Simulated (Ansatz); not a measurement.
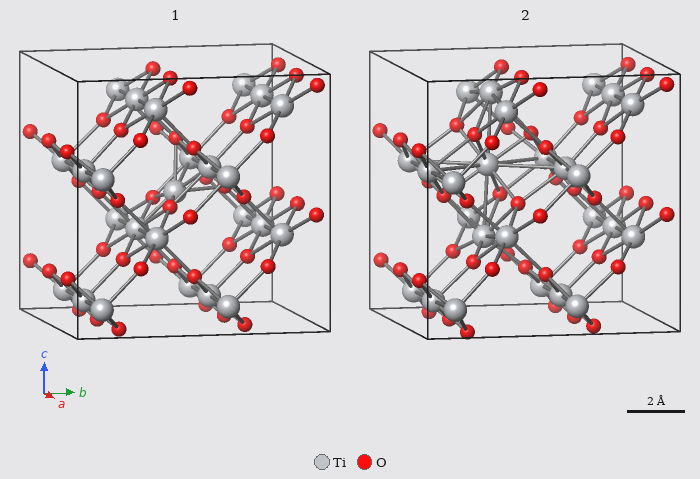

Two geometries of a defect cell of composition Ti25O48, drawn at one scale. One is the start of a relaxation, the other its converged end. A ball-and-stick model of the cell of the calculation, reduced to other axes (origin shifted), seen slightly off an axis. Lengths and directions refer to the drawn axes.

These are results of DFT, PBEsol, PAW, plane waves in Ansatz, not measurements. Set-up: plane-wave cutoff 420 eV; k-point mesh 1 × 1 × 1; mesh shifted by (0.25, 0.25, 0.25); collinear spin; atoms relaxed in a fixed cell; force threshold 0.03 eV/Å; at most 80 steps.

Question: Which of the two is the end point?

Answer: Structure 2 is the relaxed one. The energy falls by 21.062 eV per cell of the calculation in 14 geometry steps. The largest force component goes from 46 to 0.019 eV/Å. The largest move is that of a Ti atom, 1.64 Å along [−1 −3 2]. Largest moves by element: Ti 1.64 Å, O 0.24 Å. The cell doesn't change. Among the contacts that change: O–Ti 3.714 → 2.016 Å, O–Ti 3.428 → 2.007 Å, O–Ti 1.925 → 3.305 Å, Ti–Ti 4.192 → 2.905 Å. New bonds form: O–Ti (2.70 → 1.91 Å), O–Ti (3.43 → 2.01 Å), O–Ti (3.71 → 2.02 Å), Ti–Ti (3.55 → 2.56 Å). Bonds break: O–Ti (1.93 → 3.31 Å). Bond angles that change, for instance: Ti–Ti–O 171.2° → 91.1°, Ti–Ti–Ti 150.6° → 92.1°, Ti–Ti–O 146.3° → 91.0°. The program noted that the starting moments weren't kept. Cost: 60 s on 1 × NVIDIA GB300 Max-Q with 8 threads of Arm Neoverse-V2, peak memory 2.4 GiB.
